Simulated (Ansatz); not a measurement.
## SnTeS monolayer, Janus under uniaxial strain along the armchair direction, normal to a, with the width clamped

Aim: how do the optical modes of SnTeS monolayer, Janus shift and split under this strain?

Method: DFT PBE, scalar-relativistic, plane waves, PAW; PAW set soft_1, in Ansatz 0.2.0.

### Step 1. The structure

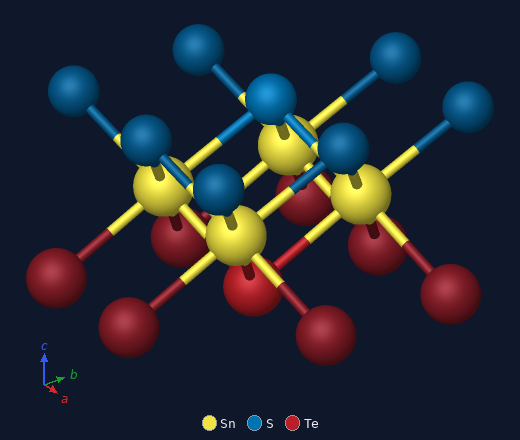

The starting structure, seen slightly off an axis (tin yellow, sulfur blue, tellurium red). Some periodic images of atoms are drawn too.

The cell holds 3 atoms: 1 Sn, 1 S and 1 Te. Its edges and angles: a = 3.800 Å, b = 3.800 Å, c = 30.000 Å, α = 90.0°, β = 90.0°, γ = 120.0°. Vacuum lies along c. The height across the vacuum is the one that the program set for its solve, not the one typed.

### Step 2. A rough relaxation first

The start is far from rest, so a relaxation with loose tolerances brings it close first. The program lengthens the typed cell of 20.0 Å along the normal to 30.0 Å, as its cut-off of the electrostatics needs, and moves no atom.

File input.yaml:

```yaml
crystal:
  lattice:
    - [3.8, 0.0, 0.0]
    - [-1.9, 3.2909, 0.0]
    - [0.0, 0.0, 20.0]
  atoms:
    - { symbol: Sn, position: [0.0, 0.0, 0.5] }
    - { symbol: S, position: [0.333333, 0.666667, 0.575] }
    - { symbol: Te, position: [0.666667, 0.333333, 0.42] }
  periodic: [true, true, false]
kpoints:
  mp_grid: { grid: [6, 6, 1] }
hamiltonian:
  xc: pbe
  pseudopotentials: { kind: paw, azcp: { folder: soft_1 } }
scf:
  occupations: { method: gaussian, width: 0.1 }
output:
  forces: true
  stress: true
  eigenvalues: true
relax:
  adjacent_minimum: "off"
  f_tol: 0.05
  max_steps: 80
  cell: { stress_2d_tol: 0.02 }
```

Run with:

```sh
$ ansatz run input.yaml --threads 8 --pin off --max-ram 16384MiB --backend cpu --events-out ev --progress --plain --runs-dir out
```

Numbers of over 12 decimals in the logs are rounded to 6 here.

The log of the run:

```text
[...]
F+E_penalty+E_count = -13906.84947493 eV   max|allowed force component| = 1.401e-3 eV/Å   (the final SCF, on the basis selected at the relaxed cell)
  cell:  # Å, volume = 393.6040 Å³
    - [3.892277, 0.0, 0]
    - [-1.946139, 3.370811, 0]
    - [0, 0, 30.0]
  atoms:
    - { symbol: Sn, position: [4.308082975672853e-18, 0, 0.337590] }
    - { symbol: S, position: [0.333333, 0.666667, 0.384896] }
    - { symbol: Te, position: [0.666667, 0.333333, 0.274181] }
[key lines of the parts left out:]
SCF converged after 7 iterations
Free energy (F): -13906.849475 eV
Fermi energy:    -5.199987 eV
P = ½ c Tr σ = 0.0047 N/m
```

Wall time 14 s (8 threads of Arm Neoverse N1, shared host); peak memory 0.8 GiB; 99 s of CPU time.

The steps of the relaxation:

| step | energy less that of the first step (eV) | largest force component (eV/Å) | volume (Å³) |
| --- | --- | --- | --- |
| 1 | 0.0000 | 2.7855 | 375.16 |
| 2 | -0.4354 | 0.6606 | 381.20 |
| 3 | -0.4672 | 0.2040 | 389.06 |
| 4 | -0.4708 | 0.1074 | 395.63 |
| 5 | -0.4721 | 0.0070 | 393.51 |
| 6 | -0.4721 | 0.0015 | 393.60 |
| 7* | -0.4725 | 0.0014 | 393.60 |

Relaxation steps marked * repeat the geometry before them on a plane-wave basis chosen anew for their cell, so energy and pressure can jump there.

The run keeps the 6 symmetry operations that it works with, so distortions that break them were not tested.

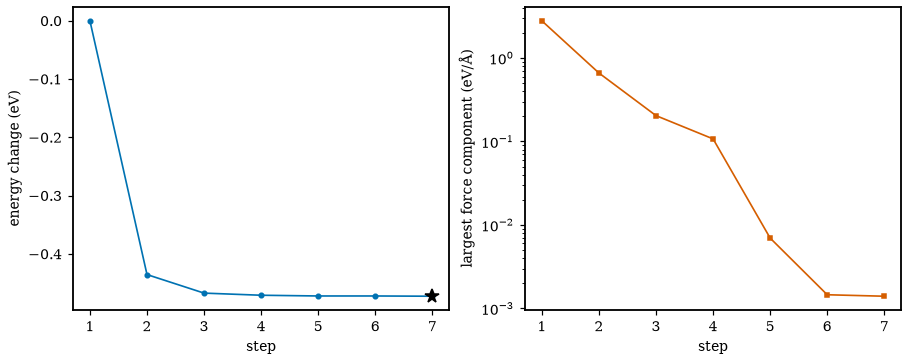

Energy and largest force along the relaxation. Stars mark steps on a basis chosen anew.

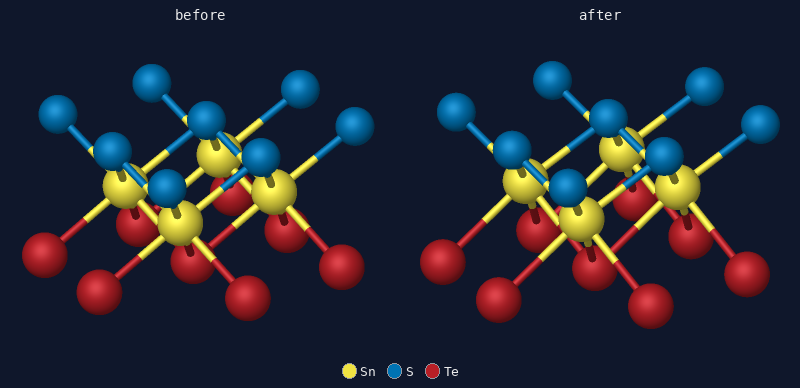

Before and after, at one scale.

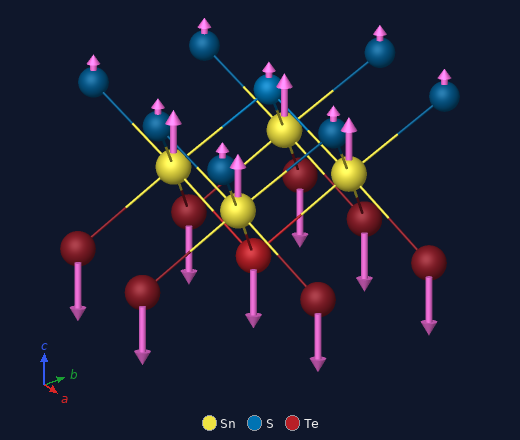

Displacements in the relaxation, exaggerated, measured against the changing cell; the longest in the cell stands for 0.17 Å. Some periodic images of atoms are drawn too.

| cell as run | before | after | change |
| --- | --- | --- | --- |
| a (Å) | 3.800 | 3.892 | +2.4 % |
| b (Å) | 3.800 | 3.892 | +2.4 % |

The atoms that moved most (Å, along periodic axes as changes of fractional coordinates times the final cell, across vacuum about the mean position):

| atom | dx | dy | dz | length |
| --- | --- | --- | --- | --- |
| Te3 | 0.000 | 0.000 | -0.175 | 0.175 |
| Sn1 | 0.000 | 0.000 | 0.128 | 0.128 |
| S2 | 0.000 | 0.000 | 0.047 | 0.047 |

Final coordinates:

```xyz
3
Lattice="3.8923 0.0000 0.0000 -1.9461 3.3708 0.0000 0.0000 0.0000 30.0000" Properties=species:S:1:pos:R:3
Sn    0.0000    0.0000   10.1277
S     0.0000    2.2472   11.5469
Te    1.9461    1.1236    8.2254
```

This step gave:

```yaml
gap_on_the_k_mesh: 0 eV
area_per_atom: 4.373 Å²
```

The relaxation ends with a largest force component of 0.0014 eV/Å.

### Step 3. Bringing the structure to rest

Harmonic phonons are second derivatives at a point where the forces vanish, and they are wanted at zero stress, so atoms and cell are relaxed first.

input.yaml, the sections that differ from step 2:

```yaml
crystal:
  lattice:
    - [3.892277452, 0.0, 0.0]
    - [-1.946138726, 3.370811152, 0.0]
    - [0.0, 0.0, 30.0]
  atoms:
    - { symbol: Sn, position: [0.0, 0.0, 0.3375899744] }
    - { symbol: S, position: [0.3333333333, 0.6666666667, 0.3848959913] }
    - { symbol: Te, position: [0.6666666667, 0.3333333333, 0.2741807009] }
  periodic: [true, true, false]
kpoints:
  mp_grid: { grid: [12, 12, 1] }
relax:
  adjacent_minimum: "off"
  f_tol: 0.005
  max_steps: 80
  cell: { stress_2d_tol: 0.02 }
# hamiltonian, scf, output: as in step 2
```

The log of the run:

```text
[...]
Crystal: 3 atoms, lattice volume = 393.604 Å³
Basis set: ecut = 420 eV, 7805 PW (Γ), exchange–correlation on 54×54×432 points (8 copies of the dense FFT grid, shifted against one another)
Bands: 22, of which v1, the nominal top of the filled ones, is band 18 counted from 1 (17 counted from 0)
Symmetry: 6 space group operations
[...]
° read free of the cell's end (the report's vacuum.weakly_bound_levels)
--- Relaxed structure (4 steps of the walk, 4 accepted, 1 SCFs on fresh bases) ---
[...]
cell:  # Å, volume = 394.3463 Å³
    - [3.895946, 1.3576070393730655e-19, 0]
    - [-1.947973, 3.373988, 0]
    - [0, 0, 30.0]
  atoms:
    - { symbol: Sn, position: [-1.7882233078314205e-19, 0, 0.337465] }
    - { symbol: S, position: [0.333333, 0.666667, 0.384835] }
    - { symbol: Te, position: [0.666667, 0.333333, 0.274367] }
[key lines of the parts left out:]
SCF converged after 7 iterations
Free energy (F): -13906.845131 eV
Fermi energy:    -5.218345 eV
P = ½ c Tr σ = 0.0016 N/m
```

It took 24 s on 8 threads; peak memory 0.94 GiB.

The steps of the relaxation:

| step | energy less that of the first step (eV) | largest force component (eV/Å) | volume (Å³) |
| --- | --- | --- | --- |
| 1 | 0.0000 | 0.0496 | 393.60 |
| 2 | -0.0002 | 0.0193 | 394.06 |
| 3 | -0.0002 | 0.0081 | 394.35 |
| 4 | -0.0002 | 0.0010 | 394.35 |
| 5* | -0.0002 | 0.0010 | 394.35 |

Relaxation steps marked * repeat the geometry before them on a plane-wave basis chosen anew for their cell, so energy and pressure can jump there.

Forces are held to the 6 operations that the run works with; a distortion that breaks them can't arise in this run.

| cell as run | before | after | change |
| --- | --- | --- | --- |
| a (Å) | 3.892 | 3.896 | +0.1 % |
| b (Å) | 3.892 | 3.896 | +0.1 % |

Final coordinates:

```xyz
3
Lattice="3.8959 0.0000 0.0000 -1.9480 3.3740 0.0000 0.0000 0.0000 30.0000" Properties=species:S:1:pos:R:3
Sn    0.0000    0.0000   10.1239
S     0.0000    2.2493   11.5450
Te    1.9480    1.1247    8.2310
```

This step gave:

```
area per atom : 4.382 Å²
```

### Step 4. Tight relaxation

Phonons need small forces and stress, so the relaxation is finished with tight tolerances on 12×12×1 k points.

File input.yaml:

```yaml
crystal:
  lattice:
    - [3.8959459231, 0.0, 0.0]
    - [-1.9479729616, 3.3739881412, 0.0]
    - [0.0, 0.0, 30.0]
  atoms:
    - { symbol: Sn, position: [0.0, 0.0, 0.3374645895] }
    - { symbol: S, position: [0.3333333333, 0.6666666667, 0.3848346107] }
    - { symbol: Te, position: [0.6666666667, 0.3333333333, 0.2743674664] }
  periodic: [true, true, false]
kpoints:
  mp_grid: { grid: [12, 12, 1] }
hamiltonian:
  xc: pbe
  pseudopotentials: { kind: paw, azcp: { folder: soft_1 } }
scf:
  occupations: { method: methfessel_paxton, width: 0.2 }
output:
  forces: true
  stress: true
  eigenvalues: true
  write_density: true
  write_potential: true
  elf: true
  volumetric_format: npy
relax:
  adjacent_minimum: "off"
  f_tol: 0.001
  max_steps: 60
  cell: { stress_2d_tol: 0.002 }
```

The log of the run:

```text
[...]
Crystal: 3 atoms, lattice volume = 394.346 Å³
Basis set: ecut = 420 eV, 7805 PW (Γ), exchange–correlation on 54×54×432 points (8 copies of the dense FFT grid, shifted against one another)
Bands: 22, of which v1, the nominal top of the filled ones, is band 18 counted from 1 (17 counted from 0)
Symmetry: 6 space group operations
[...]
° read free of the cell's end (the report's vacuum.weakly_bound_levels)
--- Relaxed structure (4 steps of the walk, 3 accepted, 1 SCFs on fresh bases) ---
[...]
cell:  # Å, volume = 394.1733 Å³
    - [3.895091, 2.8861146611288273e-11, 0]
    - [-1.947546, 3.373248, 0]
    - [0, 0, 30.0]
  atoms:
    - { symbol: Sn, position: [0, 0, 0.337484] }
    - { symbol: S, position: [0.333333, 0.666667, 0.384855] }
    - { symbol: Te, position: [0.666667, 0.333333, 0.274328] }
[key lines of the parts left out:]
SCF converged after 11 iterations
Free energy (F): -13906.842008 eV
Fermi energy:    -5.213771 eV
P = ½ c Tr σ = -0.0010 N/m
```

Elapsed: 27 s, on 8 threads; peak memory 0.95 GiB; 3.3 min of CPU time.

Little changed from the start: no atom moved by 0.005 Å and no cell edge by 0.1 %.

This step gave:

```yaml
area_per_atom: 4.38 Å²
```

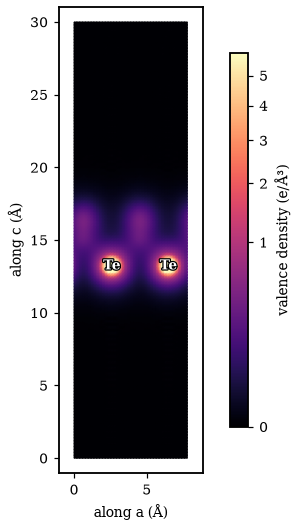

Valence density in the ac plane at fractional y = 0.333, with atoms of Te within 0.2 Å of it. It is the smooth field of the valence electrons, not physical close to the nuclei. The colour scale is stretched toward low values.

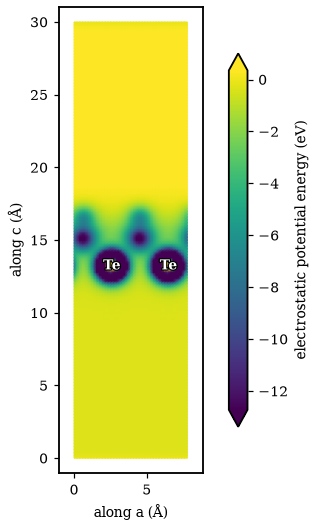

Electrostatic potential energy in the ac plane at fractional y = 0.333, with atoms of Te within 0.2 Å of it. With pseudopotentials it is smooth inside the atoms' cores, unlike the true potential.

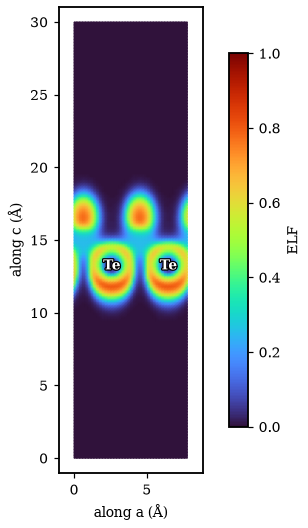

ELF in the ac plane at fractional y = 0.333, with atoms of Te within 0.2 Å of it. It is the smooth field of the valence electrons, not physical close to the nuclei.

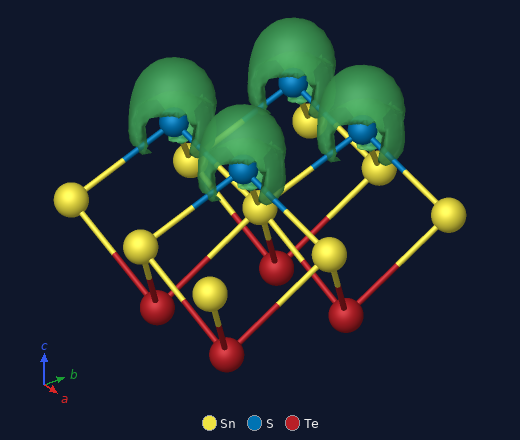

Surface of ELF = 0.85. 2×2×1 cells are drawn.

The largest force component left is 0.21 meV/Å, within the tolerances set.

### Step 5. Modes at rest

The force constants come from the linear response of the density to a displacement.

The modes at rest are the reference of the series.

input.yaml, the sections that differ from step 4:

```yaml
crystal:
  lattice:
    - [3.8950912418, 0.0, 0.0]
    - [-1.9475456209, 3.3732479654, 0.0]
    - [0.0, 0.0, 30.0]
  atoms:
    - { symbol: Sn, position: [0.0, 0.0, 0.3374835648] }
    - { symbol: S, position: [0.3333333333, 0.6666666667, 0.3848550529] }
    - { symbol: Te, position: [0.6666666667, 0.3333333333, 0.2743280489] }
  periodic: [true, true, false]
output:
  eigenvalues: true
phonons:
  method: dfpt
# kpoints, hamiltonian, scf: as in step 4
# relax: removed
```

The log of the run:

```text
[...]
Crystal: 3 atoms, lattice volume = 394.173 Å³
Basis set: ecut = 420 eV, 7805 PW (Γ), exchange–correlation on 54×54×432 points (8 copies of the dense FFT grid, shifted against one another)
Bands: 22, of which v1, the nominal top of the filled ones, is band 18 counted from 1 (17 counted from 0)
Symmetry: 6 space group operations
k-points: 43 of 144 (irreducible under 2 space group operations, time reversal used)
[...]
SCF iter   1: F=—  HF=-13907.177712 eV  |F-HF|=—  |Δ(HF+E_count)|=         —  Δρ=1.37e-2  dr2=1.63e0  ethr=3.10e-3  ⟨swp⟩=14.3  Hψ=7767  notcnv=0
[...]
SCF iter  11: F=-13906.842008 eV  HF=-13906.842008 eV  |F-HF|=3.82e-10  |Δ(HF+E_count)|=   3.31e-9  S|Δr|=    0.00e0  Δρ=3.60e-8  dr2=4.05e-12  ethr=1.00e-12  ⟨swp⟩=14.8  Hψ=7616  notcnv=0
SCF 1 converged in 11 iterations: F = -13906.842008 eV  dr2 = 4.05e-12
[...]
DFPT response loops at Γ: preconditioner auto → none (partly filled bands, converged f_vac=0.758); β = 0.50; Broyden in place of MSR1
SCF converged after 11 iterations
[...]
Free energy (F): -13906.842008 eV
[...]
Internal energy: -13906.841255 eV  (E = F + TS)
E sigma→0 (E₀):  -13906.841820 eV
Entropy (-TS):   -0.000753 eV (-0.251 meV/atom)
Fermi energy:    -5.213771 eV
[...]
--- Band table (eV; the first three rows and the last of 43) ---
  k-point 0: bands = [... 14 lower, -7.0868, -7.0868, -4.9969, -4.9969, -4.7647, -2.2909, -1.5733, -1.5733]
  k-point 1: bands = [... 14 lower, -7.1856, -7.1057, -5.6191, -5.0794, -4.4060, -2.0465 (-2.0465°), -1.5838, -1.4212]
  k-point 2: bands = [... 14 lower, -7.4348, -7.0602, -6.6021, -5.2809, -4.0995, -2.2268, -1.0755, -1.0020]
  k-point 42: bands = [... 14 lower, -9.1383, -8.2495, -7.1454, -6.4290, -4.3902, -1.5244, -0.8286, -0.3795]
  ° read free of the cell's end (the report's vacuum.weakly_bound_levels)
--- Phonons (Γ-DFPT): 6 representative perturbations + reference, on 43 of 144 k-points (Σ response iterations 27) ---
  k mesh reduced under 2 symmetry operations, with k and −k counted as one. Each operation leaves every solved perturbation unchanged. A smaller set is not used because it would not reduce the number of displacements times k-points to solve
  ASR residual: 4.974e-5 → 0.000e0 eV/Å²; symmetrization residual: 1.481e-5 eV/Å²
  ASR residual per site (eV/Å²): 3.19e-5 4.97e-5 2.61e-5
  Γ frequencies (cm⁻¹): 0.00 0.00 0.00 83.95 83.95 136.01 158.83 158.83 284.59
  non-analytic LO–TO correction: not included (Born effective charges unavailable; polar crystals: no LO–TO splitting at Γ)
```

Run time: 89 s. Hardware: 8 threads; peak memory 1.9 GiB; 11 min of CPU time.

This step gave:

```
sum-rule residual before enforcement                    : 4.97e-5 eV/Å²
point group                                             : 3m
highest optical mode at the zone centre (no LO-TO term) : 284.6 cm⁻¹
lowest optical zone-centre mode                         : 83.95 cm⁻¹
```

Patterns of degenerate modes are one choice out of their space. Modes at Γ, with each element's share of the kinetic energy:

| mode | frequency (cm⁻¹) | symmetry | Sn % | S % | Te % |
| --- | --- | --- | --- | --- | --- |
| 1 | 0.0 | acoustic | 43 | 12 | 46 |
| 2 | 0.0 | acoustic | 43 | 12 | 46 |
| 3 | 0.0 | acoustic | 43 | 12 | 46 |
| 4 | 84.0 | E | 38 | 8 | 54 |
| 5 | 84.0 | E | 38 | 8 | 54 |
| 6 | 136.0 | A1 | 36 | 10 | 54 |
| 7 | 158.8 | E | 20 | 80 | 0 |
| 8 | 158.8 | E | 20 | 80 | 0 |
| 9 | 284.6 | A1 | 21 | 79 | 0 |

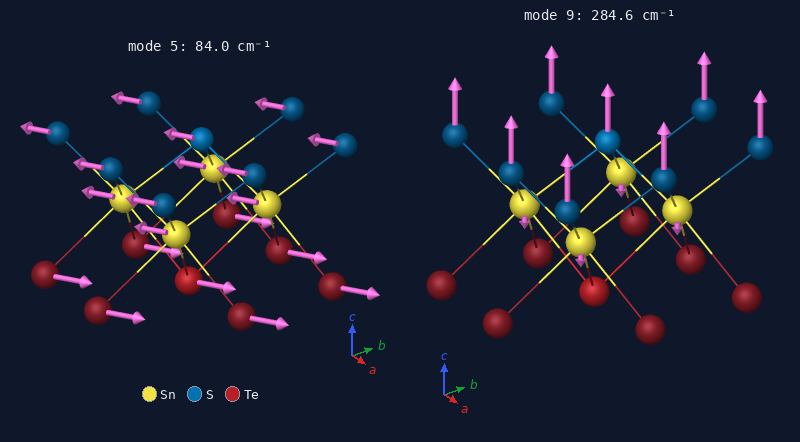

Displacement patterns of modes 5 and 9 at Γ; arrows are exaggerated. Some periodic images of atoms are drawn too.

Before it was imposed, the acoustic sum rule was missed by 5.0e-5 eV/Å². Small misses are needed for a sound result but don't prove that mesh and cutoff are converged. The lowest optical mode is real, 84.0 cm⁻¹.

### Step 6. Relaxation of a member: uniaxial strain of +5 % along the armchair direction, normal to a, with the width clamped

The cell takes a uniaxial strain of +5 % along the armchair direction, normal to a, with the width clamped. The cell is held, and the atoms relax in it.

input.yaml, the sections that differ from step 5:

```yaml
crystal:
  lattice:
    - [3.8950912418, 0.0, 0.0]
    - [-1.9475456209, 3.5419103639, 0.0]
    - [0.0, 0.0, 30.0]
  atoms:
    - { symbol: Sn, position: [-0.0041329864, -0.0082659728, 0.3371492935] }
    - { symbol: S, position: [0.3339884349, 0.6679768699, 0.3839183882] }
    - { symbol: Te, position: [0.6701445515, 0.3402891029, 0.275598985] }
  periodic: [true, true, false]
output:
  forces: true
  stress: true
  eigenvalues: true
relax:
  adjacent_minimum: "off"
  f_tol: 0.001
  max_steps: 60
# kpoints, hamiltonian, scf: as in step 5
# phonons: removed
```

The log of the run:

```text
[...]
--- Relaxed structure (5 steps of the walk, 4 accepted, 0 SCFs on fresh bases) ---
  F+E_penalty+E_count = -13906.80859474 eV   max|allowed force component| = 5.047e-4 eV/Å
  cell:  # Å, volume = 413.8819 Å³
    - [3.8950912418, 0.0, 0.0]
    - [-1.9475456209, 3.5419103639, 0.0]
    - [0.0, 0.0, 30.0]
  atoms:
    - { symbol: Sn, position: [-0.00533857, -0.010677, 0.337097] }
    - { symbol: S, position: [0.334988, 0.669976, 0.383722] }
    - { symbol: Te, position: [0.670350, 0.340701, 0.275848] }
[key lines of the parts left out:]
SCF converged after 5 iterations
Free energy (F): -13906.808595 eV
Fermi energy:    -5.424957 eV
P = ½ c Tr σ = -1.2854 N/m
```

Wall time 44 s (8 threads); peak memory 1.1 GiB; 5.6 min of CPU time.

Step by step:

| step | energy less that of the first step (eV) | largest force component (eV/Å) |
| --- | --- | --- |
| 1 | 0.0000 | 0.0484 |
| 2 | 0.0001 | 0.0872 |
| 3 | -0.0005 | 0.0203 |
| 4 | -0.0006 | 0.0041 |
| 5 | -0.0006 | 0.0005 |

Relaxation step 2 was tried and not accepted.

The run keeps the 2 symmetry operations that it works with, so distortions that break them were not tested.

The relaxed structure:

```
Sn S Te
1.0
     3.89509    0.00000    0.00000
    -1.94755    3.54191    0.00000
     0.00000    0.00000   30.00000
Sn S Te
1 1 1
Cartesian
  0.0000 -0.0378 10.1129
  0.0000 2.3730 11.5117
  1.9475 1.2067 8.2754
```

Numbers from this step:

| Property | Result |
| --- | --- |
| area per atom | 4.599 Å² |

The largest force component left is 0.51 meV/Å.

(Part 1 of 2 ends here.)

[Logs are printed without paths, hosts, clocks, repeated set-up lines and the standing remarks that a program may print on its own settings, such as how far it seeks lower states.]

[Hosts, paths, dates, database ids (printed as entryN), source tags and the programs' standing remarks are cut or masked in the printed files.]
